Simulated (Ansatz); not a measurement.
Al$_{16}$As$_{16}$H (cell with a defect)

```cif
data_structure
_symmetry_space_group_name_H-M 'P 1'
_symmetry_Int_Tables_number 1
_cell_length_a 9.9210
_cell_length_b 9.9210
_cell_length_c 9.9210
_cell_angle_alpha 109.471
_cell_angle_beta 109.471
_cell_angle_gamma 109.471
_cell_volume 751.71
loop_
_atom_site_label
_atom_site_type_symbol
_atom_site_fract_x
_atom_site_fract_y
_atom_site_fract_z
_atom_site_occupancy
Al1 Al 0.50249 0.75075 0.75075 1
Al2 Al 0.49925 0.50173 0.00000 1
Al3 Al 0.74827 0.49827 0.74751 1
Al4 Al 0.49125 0.24125 0.24125 1
Al5 Al 0.75173 0.24925 0.00000 1
Al6 Al 0.00075 0.25249 0.75075 1
Al7 Al 0.49925 0.00000 0.50173 1
Al8 Al 0.75173 0.00000 0.24925 1
Al9 Al 0.00875 0.00000 0.00000 1
Al10 Al 0.25000 0.00000 0.75875 1
Al11 Al 0.74827 0.74751 0.49827 1
Al12 Al 0.00075 0.75075 0.25249 1
Al13 Al 0.25000 0.75875 0.00000 1
Al14 Al 0.99751 0.49827 0.49827 1
Al15 Al 0.25000 0.50173 0.24925 1
Al16 Al 0.25000 0.24925 0.50173 1
As1 As 0.75447 0.00000 0.00000 1
As2 As 0.75000 0.75000 0.25000 1
As3 As 0.99676 0.74676 0.00000 1
As4 As 0.74553 0.49553 0.49553 1
As5 As 0.00000 0.50000 0.25000 1
As6 As 0.25000 0.50447 0.00000 1
As7 As 0.75000 0.25000 0.75000 1
As8 As 0.00000 0.25000 0.50000 1
As9 As 0.25000 0.25324 0.25324 1
As10 As 0.50324 0.25324 0.00000 1
As11 As 0.99676 0.00000 0.74676 1
As12 As 0.25000 0.00000 0.50447 1
As13 As 0.50324 0.00000 0.25324 1
As14 As 0.25000 0.74676 0.74676 1
As15 As 0.50000 0.75000 0.50000 1
As16 As 0.50000 0.50000 0.75000 1
H1 H 0.25000 0.00000 0.00000 1
```

Spin-polarised.

Method: Ansatz, DFT PBE, scalar-relativistic, plane waves, PAW.

In a PAW calculation such maps are meaningful between the atoms, not at the nuclei.

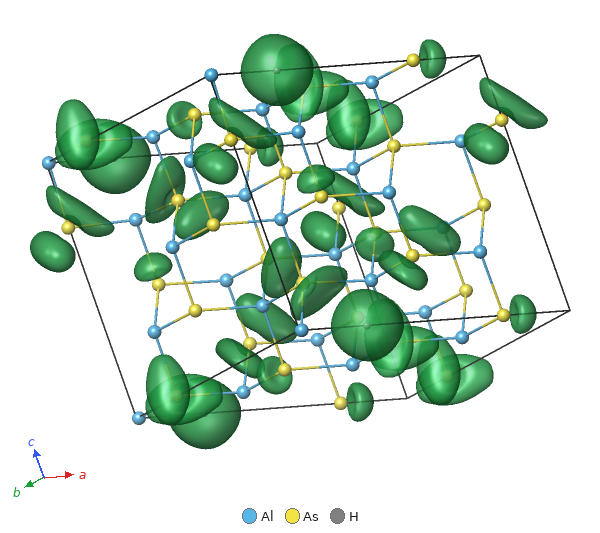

Figure 1. Isosurfaces of the magnetisation density (up minus down) at +0.004 (green) and −0.004 e/Å³ (red), seen at an oblique angle. Sticks mark near contacts.

Q: Where is the spin, and how is it ordered?

A: The spin density sits on H: +0.4 μB in one cell of 33 atoms: with much of the spin spread outside that site. The cell of the calculation (33 atoms) carries 1.0 μB of net spin moment.

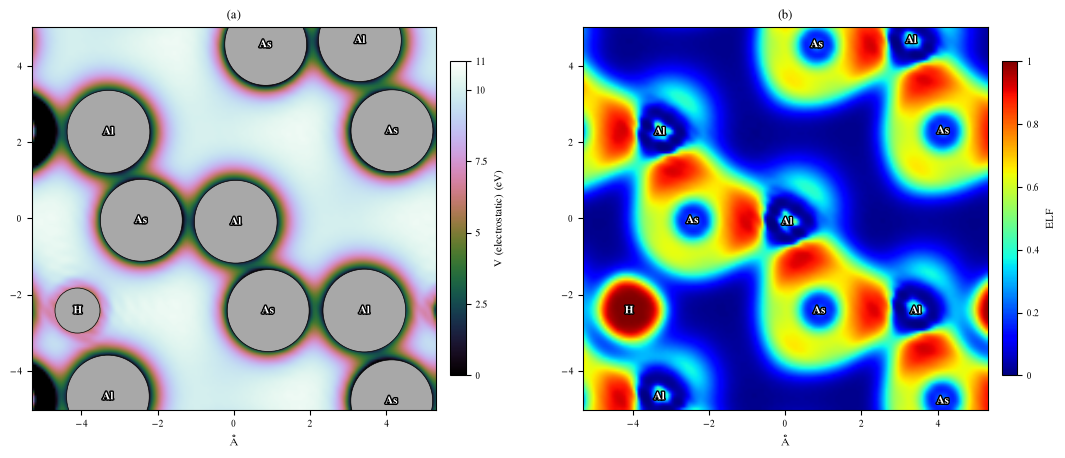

Figure 2. (a) electrostatic potential (local pseudopotential plus Hartree) felt by an electron; (b) electron localisation function on the (100) plane of the calculation cell. Grey discs cover the atomic cores in the potential map.

Q: What does the map show?

A:
- The section cuts through Al, As and H sites.
- Al–H (2.39 Å): the ELF climbs to about 1 towards the hydrogen.
- Al–As (2.48 Å): the ELF peaks at about 0.95 between the atoms.
- Al–As (2.52 Å): the ELF peaks at about 0.90 between the atoms.
- Outside the cores the potential energy rises away from the atoms and is highest about 2.4 Å from the nearest atoms; its zero is arbitrary.

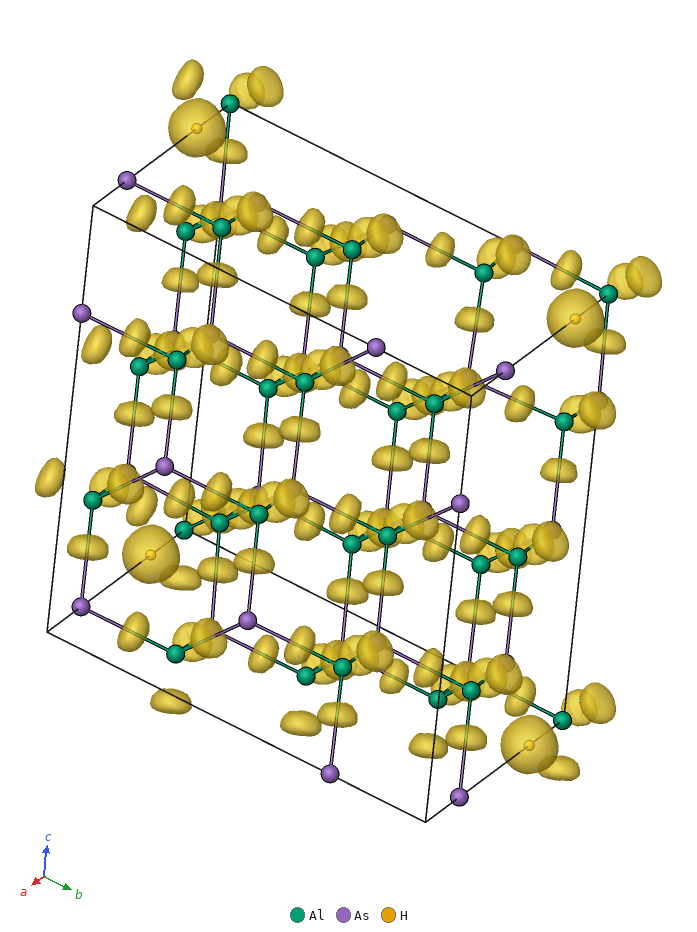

Figure 3. Isosurface of the electron localisation function at 0.85 (yellow), seen slightly off an axis. Only the valence region is drawn (cores and ρ < 0.01 e/Å³ removed). Sticks mark near contacts.

Q: Identify the bonds, lone pairs and shells in this picture.

A: The ELF exceeds this value in 64 regions between bonded Al–As atoms and one region around a hydrogen nucleus, counted in one cell of 33 atoms. Regions shared between cells count once.

Q: Does the calculation make it a metal, or give it a gap?

A: It is gapless in this calculation (a metal or semimetal).
